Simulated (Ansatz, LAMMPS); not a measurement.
# Glassy 22BaO-78TiO2 (mol %) (89 atoms) under strain: runs compared

Aim: relax glassy 22BaO-78TiO2 (mol %) (89 atoms), then change its volume and shape to read moduli from the stress.

Computed with Ansatz 0.2.0: Kohn-Sham DFT, PBE, PAW (set soft_1), plane waves.

## (1) The cell as built

The cell holds 89 atoms: 7 Ba, 25 Ti and 57 O. Its edges and angles: a = 10.885 Å, b = 10.885 Å, c = 10.885 Å, α = 90.0°, β = 90.0°, γ = 90.0°. 89 atoms (7 Ba, 25 Ti, 57 O) placed at random at 4.2 g/cm³, melted at 4000 K for 10 ps at fixed volume with the Morse and Coulomb pair potential with partial charges (Pedone, Malavasi, Menziani, Cormack and Segre, J. Phys. Chem. B 110, 11780 (2006)). Quenched from 4000 K to 300 K at 100 K/ps and fixed volume, held 10 ps at zero pressure.

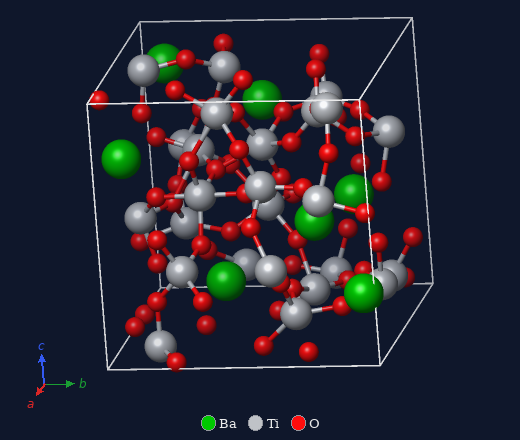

The cell as built. Bonds to atoms that aren't drawn are left out. Some periodic images of atoms are drawn too.

What the set-up can't give: The quench rate of 100 K/ps is orders of magnitude faster than experiment, which tends to freeze in extra defects. The starting topology of bonds comes from the classical model, and needn't be the one that DFT or experiment would give. The Brillouin zone is sampled at Γ only. No spin–orbit coupling is included, so levels derived from the heavy atoms are approximate.

## (2) The reference run

The reference is a single point at the end of the relaxation.

Every strained cell starts from the geometry of this run, and its atoms are relaxed with the cell held.

Its input, with most atom lines left out:

```yaml
crystal:
  lattice:
    - [10.8585, -0.37004, -0.10133]
    - [-0.37004, 10.60363, -0.06662]
    - [-0.10133, -0.06662, 11.01369]
  atoms:
    - { symbol: Ba, position: [0.12128, 0.08987, 0.89086] }
    - { symbol: Ba, position: [0.53807, 0.38199, 0.19578] }
    - { symbol: Ba, position: [0.24816, 0.81291, 0.40679] }
    - { symbol: Ba, position: [0.60739, 0.72396, 0.44946] }
    - { symbol: Ba, position: [0.77845, 0.09708, 0.70894] }
    - { symbol: Ba, position: [0.10306, 0.43156, 0.66682] }
    - { symbol: Ba, position: [0.94557, 0.93455, 0.27727] }
    [... atom lines 8 to 89 left out ...]
kpoints:
  mp_grid: { grid: [1, 1, 1] }
hamiltonian:
  xc: pbe
  pseudopotentials: { kind: paw, azcp: { folder: soft_1 } }
scf:
  occupations: { method: fixed }
output:
  forces: true
  stress: true
  populations: true
  dos:
    method: { smearing: { sigma: 0.08 } }
    de: 0.1
    projected: { site_lists: { Ba: [Ba], O: [O], Ti: [Ti] } }
  eigenvalues: true
  write_density: true
  write_potential: true
  volumetric_format: npy
  elf: true
```

- free energy per atom: -1534.9549 eV/atom
- r.m.s. force component: 0.00838 eV/Å
- pressure: -0.001211 GPa

Filled and empty levels are parted by 2.78 eV (at Γ alone); a semilocal functional tends to put such gaps too low. In a disordered cell it changes from sample to sample, and tail or defect levels can set it.

## (3) The runs

Each row is one run, on 4 threads of Arm Neoverse V1, shared host. The free energy is the program's total, comparable only between runs with the same functional, potentials and atoms.

| run | atoms | outcome | ionic steps, all passes | free energy (eV) | time | host memory (GiB) |
| --- | --- | --- | --- | --- | --- | --- |
| Single point at the start | 89 | converged | - | -136602.287 | 30 s | 1.8 |
| Cell and atoms relaxed | 89 | converged | 29 | -136610.989 | 9.5 min | 1.8 |
| Single point at the relaxed geometry | 89 | converged | - | -136610.989 | 43 s | 1.8 |
| Volume -3 % | 89 | converged | 7 | -136610.737 | 2.9 min | 1.8 |
| Volume +3 % | 89 | converged | 6 | -136610.758 | 2.7 min | 1.9 |
| Volume -6 % | 89 | converged | 10 | -136609.967 | 3.8 min | 1.8 |
| Volume +6 % | 89 | converged | 8 | -136610.115 | 3.4 min | 2.0 |
| Volume -10 % | 89 | converged | 31 | -136608.585 | 11 min | 1.8 |
| Stretched by 1 % along x | 89 | converged | 5 | -136610.950 | 2.4 min | 1.9 |
| Compressed by 1 % along x | 89 | converged | 5 | -136610.942 | 2.3 min | 1.8 |
| Sheared by 2 % in xy | 89 | converged | 5 | -136610.927 | 2.1 min | 1.8 |

In some runs the program notes that the SCF threshold is loose for the stress.

## (4) Pressure against volume

Atoms are relaxed at each volume, in the scaled cell.

| volume change (%) | volume (Å³/atom) | energy change (meV/atom) | pressure (GPa) | largest move on relaxing (Å) | bonds | gap (eV) |
| --- | --- | --- | --- | --- | --- | --- |
| -10 | 12.807 | 27.01 | 6.92 | 1.05 | 196 | 2.68 |
| -6 | 13.376 | 11.47 | 4.41 | 0.33 | 186 | 2.76 |
| -3 | 13.803 | 2.83 | 2.17 | 0.14 | 182 | 2.80 |
| +0 | 14.230 | 0.00 | 0.00 | - | 180 | 2.78 |
| +3 | 14.657 | 2.59 | -1.93 | 0.14 | 178 | 2.75 |
| +6 | 15.083 | 9.81 | -3.49 | 0.31 | 176 | 2.74 |

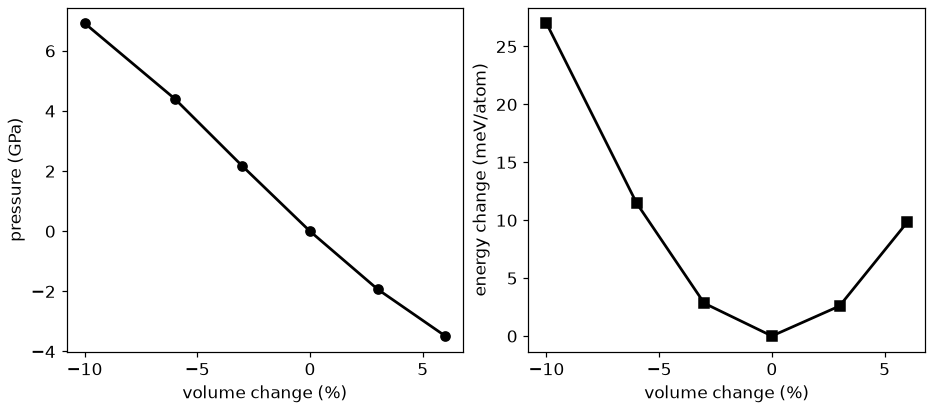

Pressure and energy against volume.

## (5) Uniaxial strain and shear

Stress (GPa, compression positive) less that of the relaxed cell, atoms relaxed:

| strain | xx | yy | zz | xy | energy change (meV/atom) |
| --- | --- | --- | --- | --- | --- |
| stretched by 1 % along x | -1.053 | -0.593 | -0.452 | -0.055 | 0.43 |
| compressed by 1 % along x | 1.188 | 0.597 | 0.538 | -0.002 | 0.52 |
| sheared by 2 % in xy | -0.026 | -0.011 | 0.050 | -0.769 | 0.69 |

## (6) Outcome

The bulk modulus, from the slope of pressure against ln V over the three points nearest the relaxed volume, is 68.3 GPa; between neighbouring points the slope runs 58, 71, 71, 65 and 54 GPa from the smallest volume up, without a steady fall, so no pressure derivative is given. The count of bonds runs from 176 to 196 over the series, so at some points contacts cross the cutoffs. At -10 % some atom moved by over 0.5 Å on relaxing, so that point may sit in another local minimum. The gap goes from 2.68 eV at the smallest volume to 2.74 eV at the largest, not monotonically (lowest 2.68, highest 2.80 eV), on the run's k-points. In the Cartesian axes of the cell, finite differences give C11 = 112, C12 = 59.5, C13 = 49.5 and C66 = 38.5 GPa (the shear of 2 % is the engineering strain, εxy = 0.01). The mean of C11, C12 and C13, which equals the bulk modulus in a cubic or isotropic solid, is 73.7 GPa: it agrees with the bulk modulus within 10 %. For an isotropic solid C66 would equal (C11 − C12)/2 = 26.3 GPa; so small a sample needn't be isotropic, and C66 rests on one shear. The two differ too much for isotropic moduli to be formed.

**Limits.** Strains are finite and relaxations stop at the force tolerance of the input, which can leave moduli too stiff; they are those of a static cell at zero temperature. Volumes are changed with the cell's shape held, so in an anisotropic solid the modulus lies over the one under free hydrostatic load. The program notes that the SCF threshold of the relaxations is loose for the stress.

The DFT runs together took 41 min of wall time.

[Logs are printed without paths, hosts, clocks, repeated set-up lines and the standing remarks that a program may print on its own settings, such as how far it seeks lower states.]

[Hosts, paths, dates, database ids (printed as entryN), source tags and the programs' standing remarks are cut or masked in the printed files.]
